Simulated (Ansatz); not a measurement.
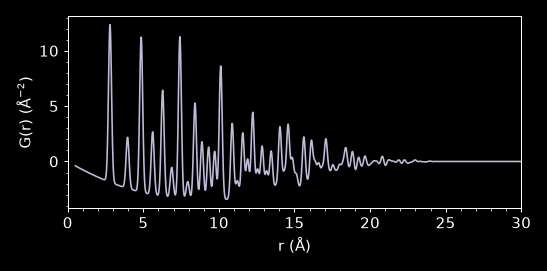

Computed X-ray G(r), with each pair weighted by the product of the atomic numbers (X-ray weights at Q = 0) and a uniform peak width σ = 0.10 Å, for spherical particles of Pt with the bulk structure: the bulk G(r) is multiplied by the envelope of a sphere of diameter D, 1 − 3r/2D + r³/2D³, with no surface relaxation. The number density is 0.0639 atoms per Å³. Structure used: the end point of a relaxation with DFT PBE, scalar-relativistic, plane waves, PAW (Ansatz); the starting structure was generated, so it need not be a known form of this composition.

**Estimate the particle diameter.**

About 25 Å (2.5 nm): the signal vanishes at r = D, fading from view somewhat earlier.

**Roughly how many atoms does one particle hold?**

About 520 (number density 0.0639 Å⁻³ times πD³/6).
